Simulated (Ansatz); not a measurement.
Polymorphs of GaN told apart by optics

Method, alike for all: Ansatz, r2SCAN, independent particles, without spin-orbit coupling, line width 0.1 eV (Gaussian).

Structure 1:

Symmetry: P6_3mc, No. 186, hexagonal system. The conventional cell has a = 3.180 Å, b = 3.180 Å, c = 5.166 Å, α = 90.00°, β = 90.00°, γ = 120.00°. Ga on site b has 4 N at 1.94 to 1.95 Å as nearest neighbours. Around N on site b lie 4 Ga at 1.94 to 1.95 Å.

Structure 2:

The structure is cubic, space group F-43m (No. 216). The conventional cell has a = 4.507 Å, b = 4.507 Å, c = 4.507 Å, α = 90.00°, β = 90.00°, γ = 90.00°. Around Ga on site a lie 4 N at 1.95 Å. Around N on site d lie 4 Ga at 1.95 Å.

Spectrum A:

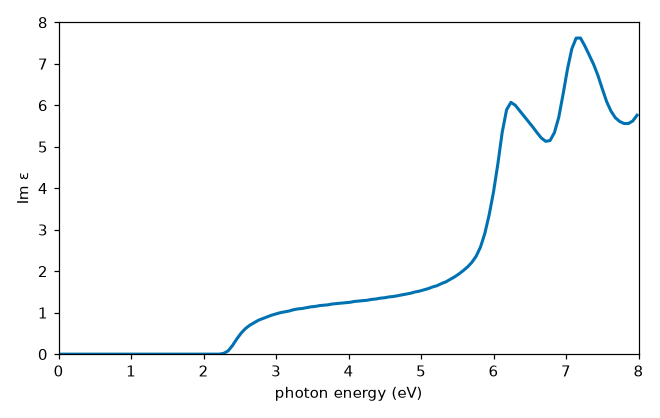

Spectrum B:

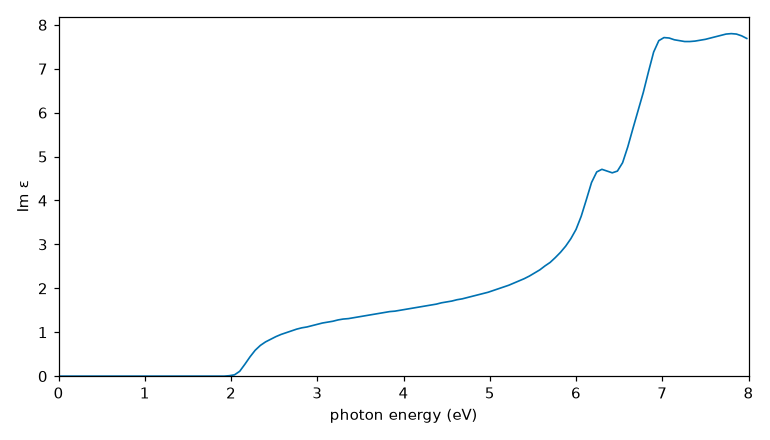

Task: Match each spectrum to its structure.

Result: A is structure 1 (P6_3mc, 11.3 Å³ an atom): least direct gap 2.38 eV, ε∞ = 5.31 along the first axis, strongest peak along the first axis at 8.44 eV. B is structure 2 (F-43m, 11.4 Å³ an atom): least direct gap 2.13 eV, ε∞ = 5.47 along the first axis, strongest peak along the first axis at 9.70 eV.
